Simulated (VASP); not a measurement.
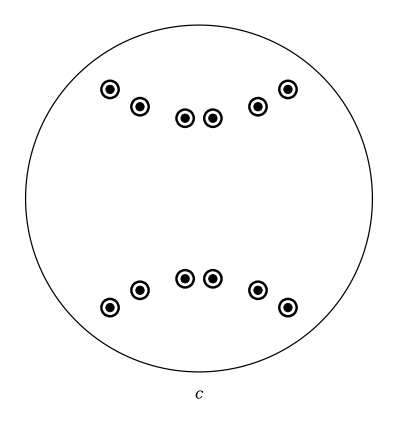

Stereographic projection: filled dots lie in the upper hemisphere, open rings in the lower. The b axis points at the viewer. The poles are all faces of one general form. Computed from the symmetry operations of a computed or model structure of composition Ir.

Q: Which point group is this?

A: 6/mmm (D6h), order 24, hexagonal system: one sixfold axis, six twofold axes, seven mirror planes, an inversion centre.

Q: Which physical properties does it allow?

A: It is centrosymmetric, so neither piezoelectric nor pyroelectric; it is not chiral.
